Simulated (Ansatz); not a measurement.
# CdS (slab): what the fields show

Input

```
crystal:
  lattice:
    - [4.0583734772, 0.0, 0.0]
    - [-2.0291867386, 3.5146545293, 0.0]
    - [0.0, 0.0, 32.3726251003]
  atoms:
    - { symbol: S, position: [0.5829933389, 0.4170278923, 0.5523418291] }
    - { symbol: Cd, position: [0.9164306113, 0.0835906375, 0.5733644205] }
    - { symbol: S, position: [0.9184188605, 0.0816007545, 0.6582389936] }
    - { symbol: Cd, position: [0.251809065, 0.7482105541, 0.6786479165] }
    - { symbol: S, position: [0.2536622303, 0.746355908, 0.764577958] }
    - { symbol: Cd, position: [0.5869776943, 0.4130404338, 0.7785119095] }
basis:
  ecutwfc: 420
kpoints:
  mp_grid: { grid: [9, 9, 1] }
hamiltonian:
  xc: pbesol
scf:
  occupations: { method: gaussian, width: 0.05 }
output:
  forces: true
  stress: true
  eigenvalues: true
  write_density: true
  write_potential: true
  elf: true
  volumetric_format: npy
efield:
  axis: 3
  dipole_correction: true
  ramp_width: 0.04
```

Run with:

```sh
ansatz run input.yaml --threads 4 --pin off --max-ram 10240MiB --backend cpu --events-out ev --progress --plain --runs-dir out
```

The calculation used DFT PBEsol, scalar-relativistic, plane waves, PAW (Ansatz).

Core electrons are frozen (PAW), and the valence fields are smoothed inside the atomic spheres.

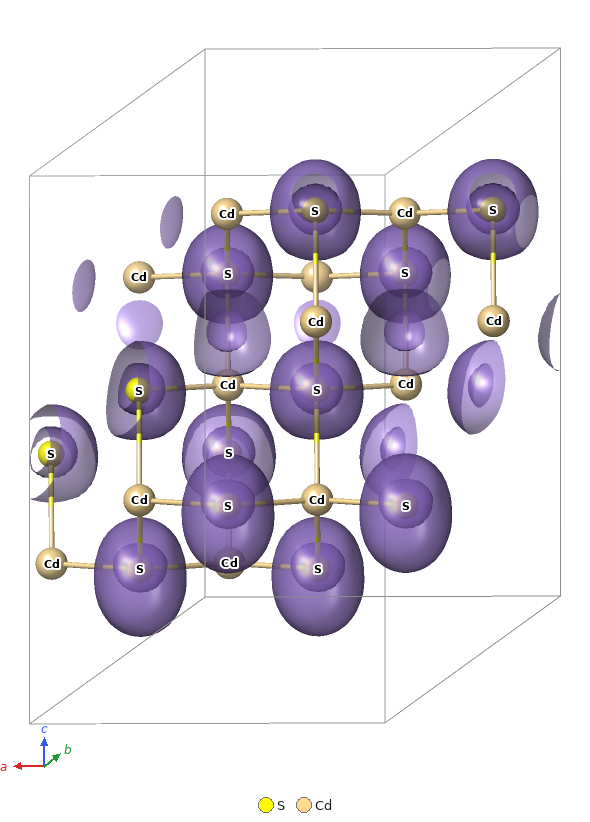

Figure 1. Isosurface of the electron localisation function at 0.75 (purple), seen at an oblique angle. Core shells and regions of very low density are left out. Sticks mark near contacts.

Question: Where are the electrons localised?

Answer: At this value the surface marks out three regions wrapped around S (the valence shell of each), counted in one cell of 6 atoms. Counts are for one cell; the picture repeats the cell along the surface. Profiles from the grid: Cd–S (2.39 Å): the ELF peaks at about 0.85 in the valence shell of S, 0.8 Å from its nucleus, and is about 0.35 at the midpoint. Cd–S (2.43 Å): the ELF peaks at about 0.85 in the valence shell of S, 0.8 Å from its nucleus, and is about 0.35 at the midpoint.

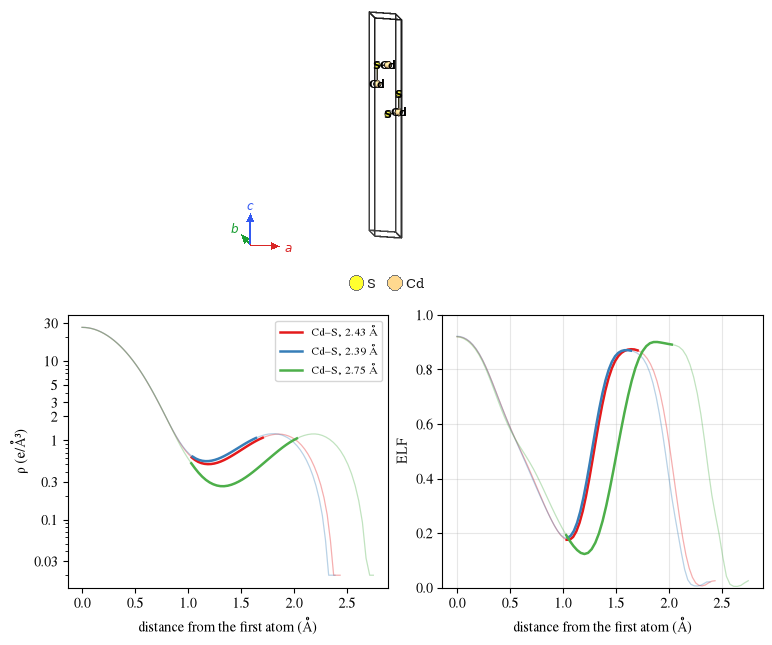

Figure 2. Valence pseudo-density and electron localisation function along straight lines between neighbouring atoms. Thin, pale parts lie inside the atomic spheres. The structure is drawn too.

Question: Compare the contacts.

Answer: Cd–S (2.43 Å): the density is about 0.5 e/Å³ at the midpoint; the ELF peaks at about 0.85 in the valence shell of S, 0.8 Å from its nucleus, and is about 0.35 at the midpoint.
Cd–S (2.39 Å): the density is about 0.55 e/Å³ at the midpoint; the ELF peaks at about 0.85 in the valence shell of S, 0.8 Å from its nucleus, and is about 0.35 at the midpoint.
Cd–S (2.75 Å): ρ at the midpoint is about 0.27 e/Å³; the ELF peaks at about 0.90 in the valence shell of S, 0.9 Å from its nucleus, and drops to about 0.10 between the two atoms.

Question: Does the calculation make it a metal, or give it a gap?

Answer: It is metallic or semimetallic at this level of theory: no gap opens.
